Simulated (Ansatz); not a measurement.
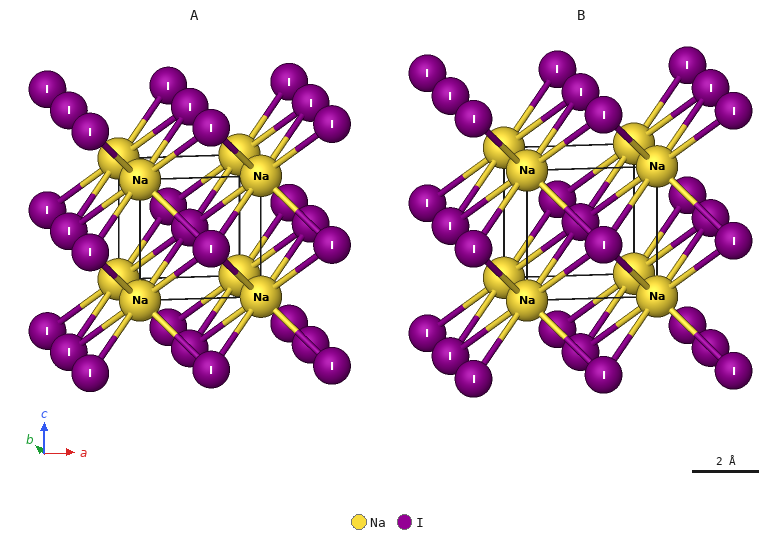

Two geometries of a crystal of NaI (built on the CsCl type), drawn at one scale. One is the start of a relaxation, the other its converged end. A ball-and-stick model of the cell of the calculation, seen slightly off an axis.

Computed with Ansatz 0.2.0, DFT, PBE, plane waves, PAW. Set-up: plane-wave cutoff 420 eV; k-point mesh 6 × 6 × 6; occupations fermi dirac; smearing width 0.02 eV; no spin polarisation; cell and atoms relaxed; force threshold 0.005 eV/Å.

Q: Which geometry has the lower energy?

A: Structure B is the relaxed one. The atoms keep their places relative to the cell (all moves are under 0.005 Å). Cell: a = b = c 3.777 → 4.062 Å (+7.6 %). Volume +24.5 %. Near-neighbour distances that change, for instance: I–Na 3.271 → 3.518 Å. The space group stays Pm-3m (No. 221). After 4 accepted moves (6 points after the start) the energy has fallen by 102 meV per atom. All forces vanish by symmetry, so only the cell relaxes. The pressure goes from 6.12 to 0.01 GPa. The SCF was repeated twice at an unchanged geometry on a basis and grid sized afresh for the cell, which shifted the energy by 0.9 meV per atom at most.
